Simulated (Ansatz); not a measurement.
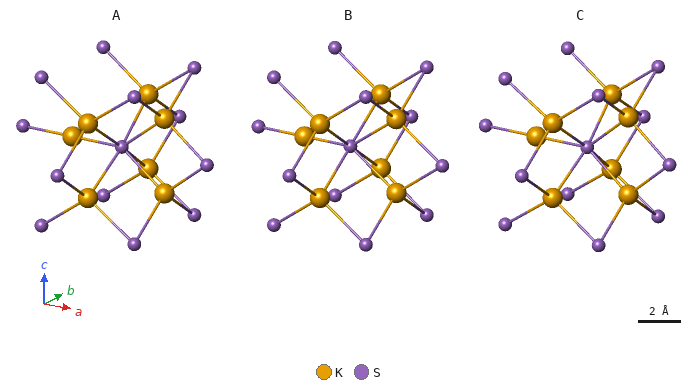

3 geometries from one relaxation of a defect cell of composition K15S8 (cell charge −1) (started half-way along a vacancy jump, in the symmetry of that start), in shuffled order. A ball-and-stick model of the atoms within 5.8 Å of the atom that moves most (axes of the conventional cell (2 times the calculation's cell) (origin shifted)), seen from a free direction. Lengths and directions refer to the drawn axes.

The calculation used Ansatz 0.2.0, DFT PBE, scalar-relativistic, plane waves, PAW. Settings: plane-wave cutoff 420 eV; k-point mesh 4 × 4 × 4; occupations gaussian; smearing width 0.05 eV; no spin polarisation; atoms relaxed in a fixed cell; force threshold 0.02 eV/Å; at most 60 steps.

### Put them in the order of the run, from the start to the converged end.

B, A, C. They are steps 0, 1, 3, at +0.648 eV per cell of the calculation, +0.104 eV per cell of the calculation relative to the last. The largest moves, 0.28 Å, are those of S atoms. By element the largest moves are S 0.28 Å, K 0.21 Å. The cell doesn't change. Near-neighbour distances that change, for instance: K–S 2.638 → 2.915 Å, K–S 3.231 → 3.065 Å, K–S 3.231 → 3.316 Å, K–S 3.231 → 3.158 Å. Among the angles between lasting bonds that change: S–K–S 109.5° → 100.7°, S–K–S 109.5° → 116.4°, S–K–S 109.5° → 106.1°. The energy falls by 0.648 eV per cell of the calculation in 3 geometry steps. The largest force component goes from 1.3 to 0.013 eV/Å.

Limits of the set-up: the cell is charged, on a uniform background, and energies carry no finite-size correction.
